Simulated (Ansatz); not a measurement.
**Ge16H (cell with a defect): density, localisation and related maps**

The calculation's input:

```
accuracy: low
crystal:
  lattice:
    - [0.0, 5.66, 5.66]
    - [5.66, 0.0, 5.66]
    - [5.66, 5.66, 0.0]
  atoms:
    - { symbol: Ge, position: [0.0, 0.0, 0.0] }
    - { symbol: Ge, position: [0.125, 0.125, 0.125] }
    - { symbol: Ge, position: [0.0, 0.0, 0.5] }
    - { symbol: Ge, position: [0.125, 0.125, 0.625] }
    - { symbol: Ge, position: [0.0, 0.5, 0.0] }
    - { symbol: Ge, position: [0.125, 0.625, 0.125] }
    - { symbol: Ge, position: [0.0, 0.5, 0.5] }
    - { symbol: Ge, position: [0.125, 0.625, 0.625] }
    - { symbol: Ge, position: [0.5, 0.0, 0.0] }
    - { symbol: Ge, position: [0.625, 0.125, 0.125] }
    - { symbol: Ge, position: [0.5, 0.0, 0.5] }
    - { symbol: Ge, position: [0.625, 0.125, 0.625] }
    - { symbol: Ge, position: [0.5, 0.5, 0.0] }
    - { symbol: Ge, position: [0.625, 0.625, 0.125] }
    - { symbol: Ge, position: [0.5, 0.5, 0.5] }
    - { symbol: Ge, position: [0.625, 0.625, 0.625] }
    - { symbol: H, position: [0.8041385, 0.8110942, 0.5646507] }
basis:
  ecutwfc: 420.0
kpoints:
  mp_grid: { grid: [3, 3, 3] }
hamiltonian:
  xc: pbe
scf:
  occupations: { method: fermi_dirac, width: 0.05 }
  lower_state_search: "off"
relax:
  f_tol: 0.08
  max_steps: 25
  adjacent_minimum: "off"
output:
  write_density: true
  write_potential: true
  elf: true
  volumetric_format: npy
```

Launched as:

```sh
ansatz run input.yaml --threads 4 --pin off --max-ram 10240MiB --backend cpu --events-out ev --progress --plain --runs-dir out
```

The fields are those of the run's last geometry, not of the input's.

Computed without spin polarisation.

These are results of DFT PBE, scalar-relativistic, plane waves, PAW (Ansatz), not measurements.

Core electrons are frozen (PAW), and the valence fields are smoothed inside the atomic spheres.

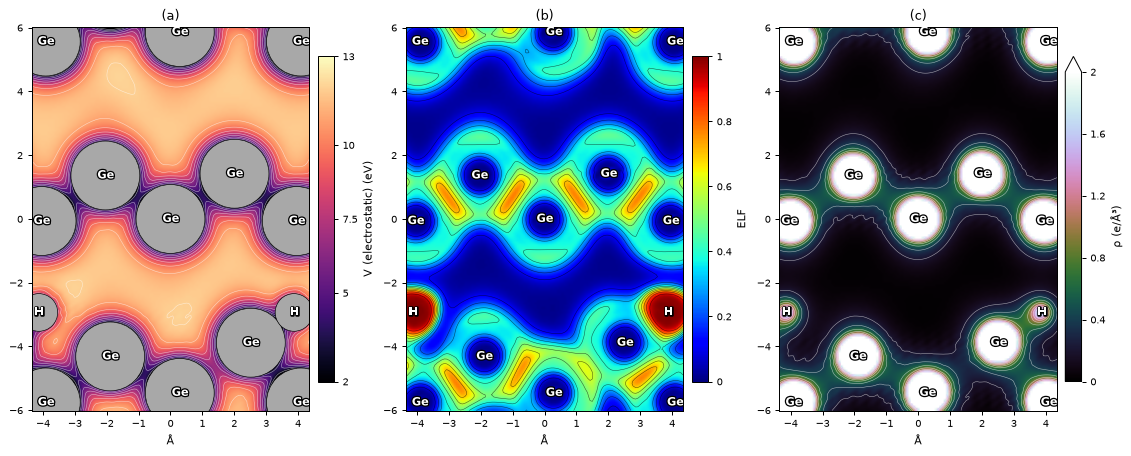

Figure 1. (a) electrostatic potential energy of an electron; (b) electron localisation function; (c) valence pseudo-density on the (11̄0) plane of the calculation cell. Grey discs cover the atomic cores in the potential map.

**What do the fields say about this system?**

- The section cuts through Ge and H sites.
- Ge–H (1.65 Å): ρ at the midpoint is about 0.82 e/Å³; the ELF climbs to about 1 towards the hydrogen.
- Between the atoms the lowest density in this plane is 0.02 e/Å³.
- Outside the cores the potential energy rises away from the atoms and is highest about 2.4 Å from the nearest atoms; its zero is arbitrary.

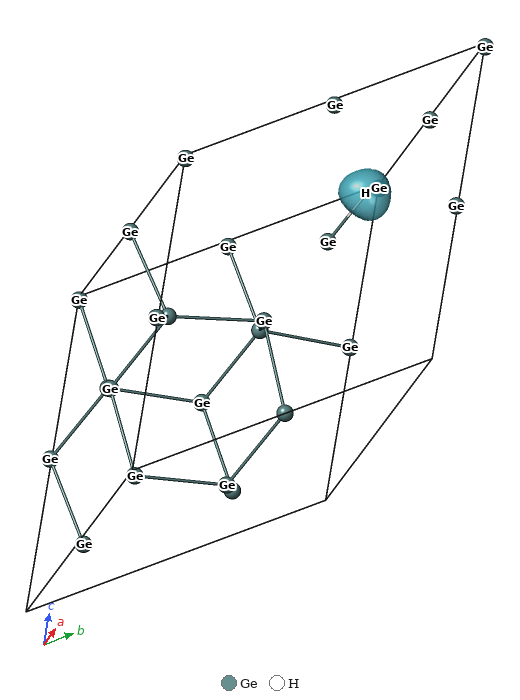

Figure 2. Isosurface of the electron localisation function at 0.8 (cyan), seen at an oblique angle. Only the valence region is drawn (cores and ρ < 0.01 e/Å³ removed). Sticks mark near contacts.

**What do the ELF domains correspond to?**

At this value the surface marks out one region around a hydrogen nucleus, counted in one cell of 17 atoms. Regions shared between cells count once.


 Ge–Ge (2.43 Å): the ELF peaks at about 0.75 between the atoms.

**Metal or insulator at this level of theory?**

It is metallic or semimetallic at this level of theory: no gap opens.
